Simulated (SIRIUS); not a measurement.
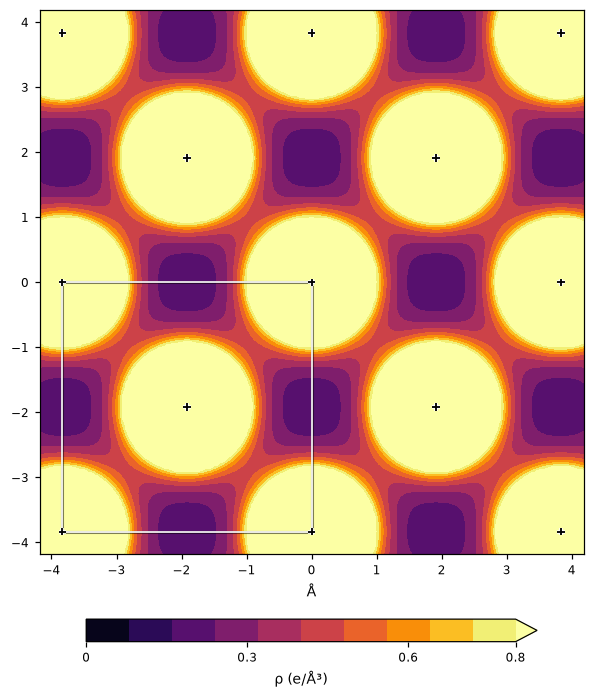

The total electron density on a plane through atoms (crosses mark nuclei in the plane).

All numbers below come from SIRIUS 7.12.0, Kohn-Sham DFT of a periodic cell, PBE, spin-orbit coupling, all-electron FP-LAPW.

Candidates:
A. C, a = 2.52 Å, b = 2.52 Å, c = 4.12 Å, α = 90.00°, β = 90.00°, γ = 120.00°. Space group P6₃/mmc.
B. Ir, a = 3.83 Å, b = 3.83 Å, c = 3.83 Å, α = 90.00°, β = 90.00°, γ = 90.00°. Space group Fm-3m.

> Which system is this?

Candidate B: Ir on the (001) plane of the conventional cell, which holds Ir. Ir–Ir (2.71 Å): the density is about 0.46 e/Å³ at the midpoint.
